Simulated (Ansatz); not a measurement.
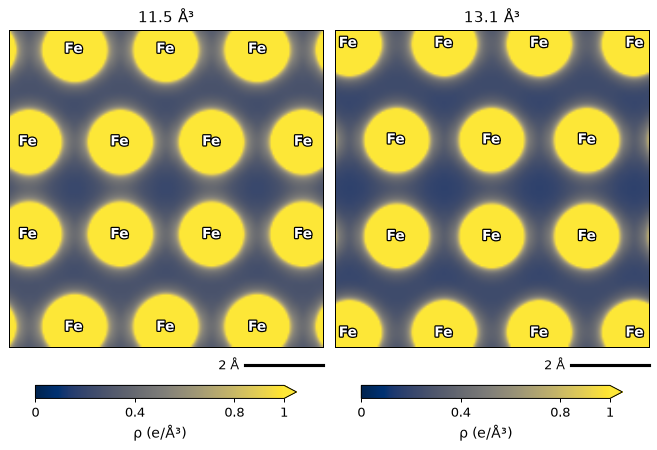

Fe. The valence electron density of cells scaled evenly to different volumes (given per atom above each panel), on the (110) plane of each (indices in the axes of the cell below), at one length scale and on one colour scale.

A generated structure, not necessarily the stable one; spin-polarised.

All numbers below come from Ansatz 0.2.0, DFT, RPBE, plane waves (420 eV) with PAW, scalar-relativistic.

Core electrons are frozen (PAW), and the valence fields are smoothed inside the atomic spheres.

The largest cell:

```
Fe
1.0
     4.29290    0.00000    0.00000
    -2.14645    3.71776    0.00000
     0.00000    0.00000    2.45314
Fe
3
Direct
  0.00000 0.00000 0.00000
  0.33333 0.66667 0.50000
  0.66667 0.33333 0.50000
```

| volume (Å³/atom) | Fe–Fe contact in the plane (Å) | ρ at its midpoint (e/Å³) | largest moment (μB) | 
| --- | --- | --- | --- |
| 11.54 | 2.355 | 0.420 | 2.55 | 
| 12.55 | 2.421 | ? | ? | 
| 13.05 | 2.453 | 0.365 | 2.76 | 

What values belong in the row with question marks?

Answer. Over the known rows ln ρ falls by 1.43 per Å of Fe–Fe distance (the line through the two), which gives 0.382 e/Å³ at 2.421 Å; the calculation gives 0.389 e/Å³. For the largest moment, a straight line in volume between the neighbouring rows gives 2.69 μB; the calculation gives 2.67.
